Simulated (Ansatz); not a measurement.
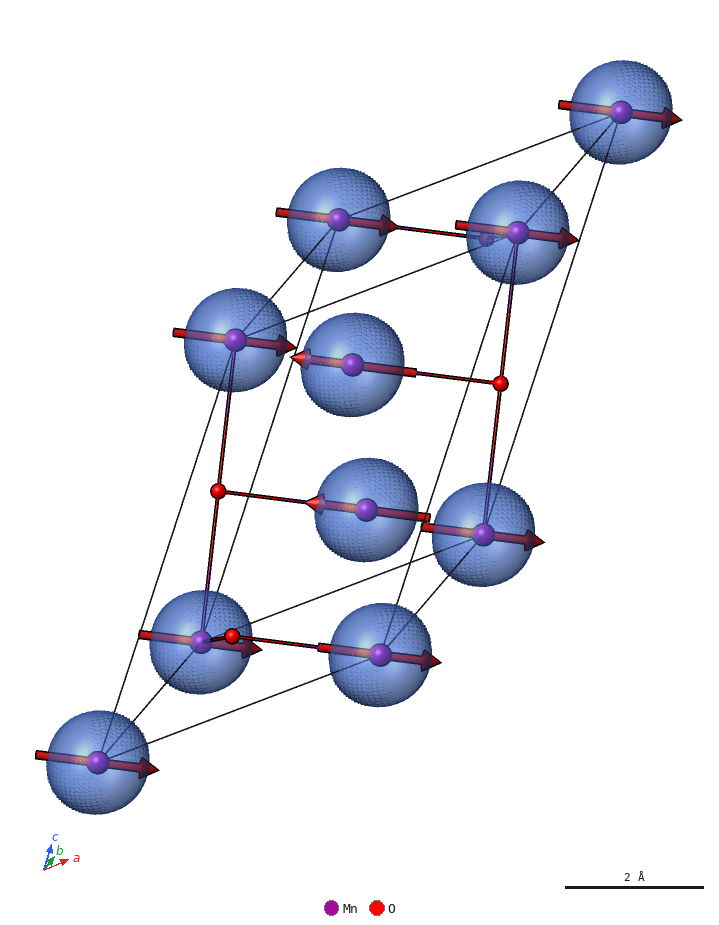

Figure. MnO. Isosurface of the size of the magnetisation density at 0.5 e/Å³ (blue), with the spin moments of the magnetic sites as arrows; seen slightly off an axis.

Space group Fm-3m; computed pressure about −13 GPa in this cell; with non-collinear spins.

These are results of Ansatz 0.2.0, DFT, LDA, PAW, plane waves, scalar-relativistic, not measurements.

### Describe the magnetic structure.

Spin moments: Mn 4.0 μB. They are collinear, partly opposed, with a net moment (ferrimagnetic).
